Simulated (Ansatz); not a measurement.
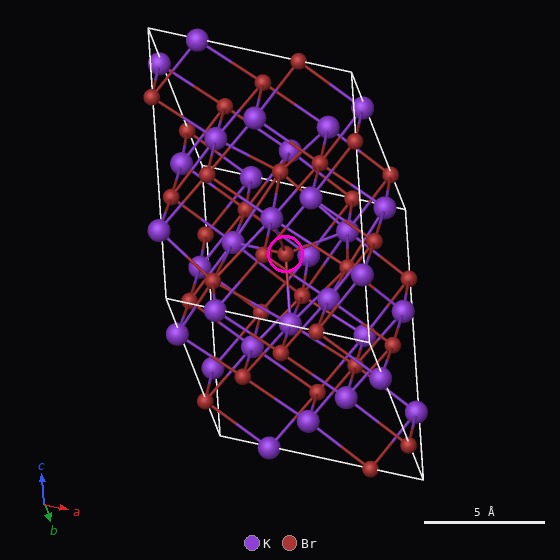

This ball-and-stick model is shown from a general direction. The lines enclose the supercell; boundary atoms appear with their images. The host is KBr, in a cell of 32 sites, and the cell carries a charge of -1. A ring marks the defect's site.

Q: Identify the point defect.

A: An interstitial bromine atom. It is bonded to four K in a tetrahedral arrangement at about 3.0 Å.

The atoms were relaxed in the host's cell with DFT PBE, scalar-relativistic, plane waves, PAW in Ansatz.
